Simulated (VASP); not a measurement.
Workfunction calculation, with input and output: AlAs (part 1 of 2)

The run: workfunction calculation of AlAs (slab, 14 atoms in the cell). Method and program: Kohn-Sham DFT of a periodic cell, LDA, VASP PAW LDA potentials, recommended, no spin polarisation (VASP 6.6.1).

The structure derives from an entry of the Crystallography Open Database.

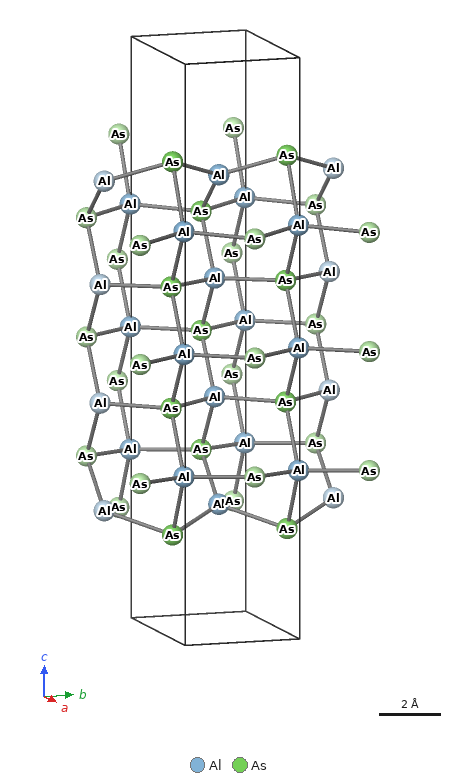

The structure (ball-and-stick view of the cell of the calculation, with the vacuum cut short, seen slightly off an axis; neighbours outside the cell are drawn fainter). An atom can appear more than once, as a periodic image.

## Summary

| quantity | value |
| --- | --- |
| outcome | converged |
| electrons treated | 56 |
| free energy | −71.0007 eV |
| gap on the k-point mesh | 0.72 eV |
| largest force (length of the vector) | 0.248 eV/Å |
| hardware | 8 threads of Intel Xeon (Sapphire Rapids), 256 GiB of memory available, shared host |
| wall time | 99 s (CPU time 13 min) |
| peak memory | 0.55 GiB |

## INCAR
```
SYSTEM = AlAs
  ALGO = Normal
  DIPOL = 0.5 0.5 0.500
  EDIFF = 1E-6
  ENCUT = 520
  IDIPOL = 3
  ISIF = 2
  ISMEAR = 0
  KPAR = 8
  LASPH = .True.
  LCHARG = .True.
  LDIPOL = .True.
  LREAL = .False.
  LVACPOTAV = .True.
  LVHAR = .True.
  LWAVE = .False.
  NELM = 80
  PREC = Accurate
  SIGMA = 0.05
```

## KPOINTS
```
k-points
0
Gamma
  4 6 1
  0 0 0
```

## POSCAR
```
AlAs                                    
1.0
    5.6608000000      0.0000000000      0.0000000000
    0.0000000000      4.0027900670      0.0000000000
    0.0000000000      0.0000000000     28.0083702010
  Al              As            
     7     7
Direct
     0.5628997015391360    0.5000000000000000    0.3020252278414214
     0.9795723344863774    0.0000000000000000    0.3526399106924847
     0.4853638951924579    0.5000000000000000    0.4287477468865706
     0.9829832251640699    0.0000000000000000    0.5000000000000000
     0.4853638951924579    0.5000000000000000    0.5712522531134295
     0.9795723344863774    0.0000000000000000    0.6473600893075152
     0.5628997015391360    0.5000000000000000    0.6979747721585788
     0.7675157827988721    0.0000000000000000    0.2757768366373122
     0.2316711553145248    0.5000000000000000    0.3569009643564402
     0.7391884130943946    0.0000000000000000    0.4270424748833210
     0.2345942099844047    0.5000000000000000    0.5000000000000000
     0.7391884130943946    0.0000000000000000    0.5729575251166793
     0.2316711553145248    0.5000000000000000    0.6430990356435600
     0.7675157827988721    0.0000000000000000    0.7242231633626879
```

Run as:
```bash
cat potpaw_LDA.64/Al/POTCAR potpaw_LDA.64/As/POTCAR > POTCAR
mpirun -np 8 vasp_std > vasp.out
```

## OSZICAR
```
N       E                     dE             d eps       ncg     rms          rms(c)
DAV:   1     0.294817862103E+03    0.29482E+03   -0.18660E+04   864   0.116E+03
DAV:   2    -0.347717358514E+02   -0.32959E+03   -0.32307E+03  1192   0.192E+02
DAV:   3    -0.717965194492E+02   -0.37025E+02   -0.36787E+02  1020   0.666E+01
DAV:   4    -0.735905043881E+02   -0.17940E+01   -0.17902E+01  1208   0.168E+01
DAV:   5    -0.736495562771E+02   -0.59052E-01   -0.59007E-01  1144   0.281E+00    0.904E+00
DAV:   6    -0.715141142248E+02    0.21354E+01   -0.33565E+00  1028   0.528E+00    0.497E+00
DAV:   7    -0.710264245271E+02    0.48769E+00   -0.17321E+00  1080   0.387E+00    0.142E+00
DAV:   8    -0.709974803179E+02    0.28944E-01   -0.12994E-01  1048   0.135E+00    0.325E-01
DAV:   9    -0.709972586289E+02    0.22169E-03   -0.10389E-02  1084   0.429E-01    0.161E-01
DAV:  10    -0.709979451780E+02   -0.68655E-03   -0.17300E-03  1048   0.154E-01    0.846E-02
DAV:  11    -0.709987440657E+02   -0.79889E-03   -0.82407E-04   960   0.905E-02    0.384E-02
DAV:  12    -0.709992828710E+02   -0.53881E-03   -0.15565E-04  1044   0.397E-02    0.201E-02
DAV:  13    -0.709999626078E+02   -0.67974E-03   -0.21837E-04   964   0.401E-02    0.127E-02
DAV:  14    -0.710002506776E+02   -0.28807E-03   -0.36429E-05  1004   0.178E-02    0.709E-03
DAV:  15    -0.710004848553E+02   -0.23418E-03   -0.51450E-05   944   0.165E-02    0.433E-03
DAV:  16    -0.710005182482E+02   -0.33393E-04   -0.22072E-06   880   0.651E-03    0.285E-03
DAV:  17    -0.710005743721E+02   -0.56124E-04   -0.80539E-06   824   0.779E-03    0.187E-03
DAV:  18    -0.710005919479E+02   -0.17576E-04   -0.87724E-07   740   0.391E-03    0.135E-03
DAV:  19    -0.710006257384E+02   -0.33791E-04   -0.32127E-06   772   0.374E-03    0.813E-04
DAV:  20    -0.710006423564E+02   -0.16618E-04   -0.53875E-07   692   0.177E-03    0.501E-04
DAV:  21    -0.710006594168E+02   -0.17060E-04   -0.10003E-06   716   0.186E-03    0.511E-04
DAV:  22    -0.710006623494E+02   -0.29326E-05   -0.88591E-08   668   0.780E-04    0.209E-04
DAV:  23    -0.710006641973E+02   -0.18480E-05   -0.94952E-08   612   0.629E-04    0.860E-05
DAV:  24    -0.710006643337E+02   -0.13640E-06   -0.99258E-09   532   0.334E-04
   1 F= -.71000664E+02 E0= -.71000664E+02  d E =-.449246E-12
```

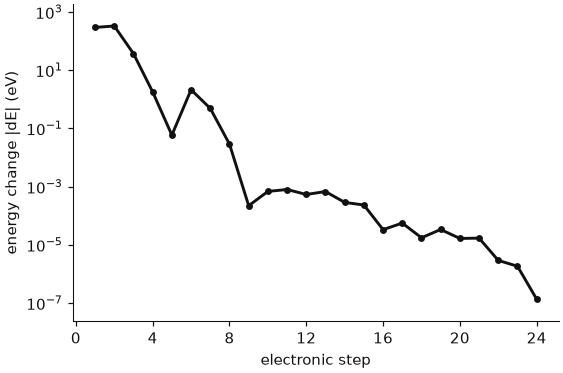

Convergence of the self-consistent field: energy change |dE| against the electronic step. It takes 24 electronic steps. The density is held fixed in the first few steps, and dE rises again when its update begins.

## Parts of OUTCAR
```
SYSTEM = AlAs
   EDIFF = 1E-6
   ENCUT = 520
   ISIF = 2
   ISMEAR = 0
   LASPH = .True.
   LREAL = .False.
   NELM = 80
   PREC = Accurate

 ion  position               nearest neighbor table
   1  0.563  0.500  0.302-   9 2.42   8 2.43   8 2.43
   2  0.980  0.000  0.353-   9 2.46   9 2.46   8 2.46  10 2.49
   3  0.485  0.500  0.429-  11 2.45  10 2.46  10 2.46   9 2.47
   4  0.983  0.000  0.500-  11 2.46  11 2.46  12 2.47  10 2.47
   5  0.485  0.500  0.571-  11 2.45  12 2.46  12 2.46  13 2.47
   6  0.980  0.000  0.647-  13 2.46  13 2.46  14 2.46  12 2.49
   7  0.563  0.500  0.698-  13 2.42  14 2.43  14 2.43
   8  0.768  0.000  0.276-   1 2.43   1 2.43   2 2.46
   9  0.232  0.500  0.357-   1 2.42   2 2.46   2 2.46   3 2.47
  10  0.739  0.000  0.427-   3 2.46   3 2.46   4 2.47   2 2.49
  11  0.235  0.500  0.500-   3 2.45   5 2.45   4 2.46   4 2.46
  12  0.739  0.000  0.573-   5 2.46   5 2.46   4 2.47   6 2.49
  13  0.232  0.500  0.643-   7 2.42   6 2.46   6 2.46   5 2.47
  14  0.768  0.000  0.724-   7 2.43   7 2.43   6 2.46

  LATTYP: Found a simple orthorhombic cell.
 ALAT       =     4.0027900670
 B/A-ratio  =     1.4142135624
 C/A-ratio  =     6.9972118778

  Lattice vectors:

 A1 = (   0.0000000000,  -4.0027900670,   0.0000000000)
 A2 = (   5.6608000000,   0.0000000000,   0.0000000000)
 A3 = (   0.0000000000,   0.0000000000,  28.0083702010)

Analysis of symmetry for initial positions (statically):
=====================================================================
 Subroutine PRICEL returns:
 Original cell was already a primitive cell.

 Routine SETGRP: Setting up the symmetry group for a
 simple orthorhombic supercell.

 Subroutine GETGRP returns: Found  4 space group operations
 (whereof  4 operations were pure point group operations)
 out of a pool of  8 trial point group operations.

The static configuration has the point symmetry C_2v.

Analysis of symmetry for dynamics (positions and initial velocities):
=====================================================================
 Subroutine PRICEL returns:
 Original cell was already a primitive cell.

 Routine SETGRP: Setting up the symmetry group for a
 simple orthorhombic supercell.

 Subroutine GETGRP returns: Found  4 space group operations
 (whereof  4 operations were pure point group operations)
 out of a pool of  8 trial point group operations.

The dynamic configuration has the point symmetry C_2v.

 Subroutine INISYM returns: Found  4 space group operations
 (whereof  4 operations are pure point group operations),
 and found     1 'primitive' translations

----------------------------------------------------------------------------------------

                                     Primitive cell

  volume of cell :     634.6415

  direct lattice vectors                    reciprocal lattice vectors
     5.660800000  0.000000000  0.000000000     0.176653477  0.000000000  0.000000000
     0.000000000  4.002790067  0.000000000     0.000000000  0.249825742  0.000000000
     0.000000000  0.000000000 28.008370201     0.000000000  0.000000000  0.035703613

  length of vectors
     5.660800000  4.002790067 28.008370201     0.176653477  0.249825742  0.035703613

  position of ions in fractional coordinates (direct lattice)
     0.562899702  0.500000000  0.302025228
     0.979572334  0.000000000  0.352639911
     0.485363895  0.500000000  0.428747747
     0.982983225  0.000000000  0.500000000
     0.485363895  0.500000000  0.571252253
     0.979572334  0.000000000  0.647360089
     0.562899702  0.500000000  0.697974772
     0.767515783  0.000000000  0.275776837
     0.231671155  0.500000000  0.356900964
     0.739188413  0.000000000  0.427042475
     0.234594210  0.500000000  0.500000000
     0.739188413  0.000000000  0.572957525
     0.231671155  0.500000000  0.643099036
     0.767515783  0.000000000  0.724223163

  ion indices of the primitive-cell ions
   primitive index   ion index
                 1           1
                 2           2
                 3           3
                 4           4
                 5           5
                 6           6
                 7           7
                 8           8
                 9           9
                10          10
                11          11
                12          12
                13          13
                14          14

----------------------------------------------------------------------------------------

 KPOINTS: k-points

Automatic generation of k-mesh.
 Grid dimensions read from file:
 generate k-points for:    4    6    1

 Generating k-lattice:

  Cartesian coordinates                     Fractional coordinates (reciprocal lattice)
     0.044163369  0.000000000  0.000000000     0.250000000  0.000000000  0.000000000
     0.000000000  0.041637624  0.000000000     0.000000000  0.166666667  0.000000000
     0.000000000  0.000000000  0.035703613     0.000000000  0.000000000  1.000000000

  Length of vectors
     0.044163369  0.041637624  0.035703613

  Shift w.r.t. Gamma in fractional coordinates (k-lattice)
     0.000000000  0.000000000  0.000000000

 Subroutine IBZKPT returns following result:
 ===========================================

 Found     12 irreducible k-points:

 Following reciprocal coordinates:
            Coordinates               Weight
  0.000000  0.000000  0.000000      1.000000
  0.250000  0.000000  0.000000      2.000000
  0.500000  0.000000  0.000000      1.000000
  0.000000  0.166667  0.000000      2.000000
  0.250000  0.166667  0.000000      4.000000
  0.500000  0.166667  0.000000      2.000000
  0.000000  0.333333  0.000000      2.000000
  0.250000  0.333333  0.000000      4.000000
  0.500000  0.333333  0.000000      2.000000
  0.000000  0.500000  0.000000      1.000000
  0.250000  0.500000  0.000000      2.000000
  0.500000  0.500000  0.000000      1.000000
   k-points           NKPTS =     12   k-points in BZ     NKDIM =     12   number of bands    NBANDS=     36
   number of dos      NEDOS =    301   number of ions     NIONS =     14
   total plane-waves  NPLWV = 264600
   dimension x,y,z NGX =    42 NGY =   30 NGZ =  210
   dimension x,y,z NGXF=    84 NGYF=   60 NGZF=  420
   ions per type =               7   7
   NGX,Y,Z   is equivalent  to a cutoff of  12.33, 12.46, 12.46 a.u.
   NGXF,Y,Z  is equivalent  to a cutoff of  24.67, 24.92, 24.93 a.u.
 SYSTEM =  AlAs
   PREC   = accura    normal or accurate (medium, high low for compatibility)
   ISTART =      0    job   : 0-new  1-cont  2-samecut
   ICHARG =      2    charge: 1-file 2-atom 10-const
   ISPIN  =      1    spin polarized calculation?
   LNONCOLLINEAR =      F non collinear calculations
   LSORBIT =      F    spin-orbit coupling
   LASPH  =      T    aspherical Exc in radial PAW
   ENCUT  =  520.0 eV  38.22 Ry    6.18 a.u.  10.53  7.44 52.08*2*pi/ulx,y,z
   NELM   =     80;   NELMIN=  2; NELMDL= -5     # of ELM steps
   EDIFF  = 0.1E-05   stopping-criterion for ELM
   LREAL  =      F    real-space projection
   EDIFFG = 0.1E-04   stopping-criterion for IOM
   NSW    =      0    number of steps for IOM
   IBRION =     -1    ionic relax: 0-MD 1-quasi-New 2-CG
   NFREE  =      0    steps in history (QN), initial steepest desc. (CG)
   ISIF   =      2    stress and relaxation
   ISYM   =      2    0-nonsym 1-usesym 2-fastsym
   POTIM  = 0.5000    time-step for ionic-motion
   TEBEG  =    0.0;   TEEND  =   0.0 temperature during run
   PSTRESS=    0.0 pullay stress
   NELECT =      56.0000    total number of electrons
   NUPDOWN=      -1.0000    fix difference up-down
   EMIN   =  10.00;   EMAX   =-10.00  energy-range for DOS
   EFERMI =   0.00;   METHOD = LEGACY
   ISMEAR =     0;   SIGMA  =   0.05  broadening in eV -4-tet -1-fermi 0-gaus
   EFERMI_NEDOS =   21; number of points for ismear=-14 and -15
   IALGO  =     38    algorithm
   IMIX   =      4    mixing-type and parameters
     AMIX     =   0.40;   BMIX     =  1.00
     AMIX_MAG =   1.60;   BMIX_MAG =  1.00
  volume/ion in A,a.u.               =      45.33       305.91
  Fermi-wavevector in a.u.,A,eV,Ry     =   0.728833  1.377295  7.227381  0.531198
  Thomas-Fermi vector in A             =   1.820405
   LORBIT       =      0    0 simple, 1 ext, 2 COOP (PROOUT), +10 PAW based schemes
   GGA     = CA    functional components
   LHFCALC =     F    Hartree Fock is set to
   AEXX    =    0.0000 exact exchange contribution
   IVDW    =     0    specifies the selected vdW correction
   LEPSILON=     F    determine dielectric tensor
   LRPA    =     F    only Hartree local field effects (RPA)
 non-spin polarized calculation
 Gauss-broadening in eV      SIGMA  =   0.05
  energy-cutoff  :      520.00
  volume of cell :      634.64
 maximum number of plane-waves:     17159
   NGX = 21   NGY = 15   NGZ =105

 dipolmoment           0.000000      0.000000      0.000000 electrons x Angstroem

 number of electron      56.0000002 magnetization

 dipolmoment           0.000000      0.000000     -0.000000 electrons x Angstroem

 Free energy of the ion-electron system (eV)
  ---------------------------------------------------
  ext. energy  EPLUGINS =         0.00000000
  ---------------------------------------------------
  free energy    TOTEN  =       -71.00066433 eV

  energy without entropy =      -71.00066433  energy(sigma->0) =      -71.00066433
```
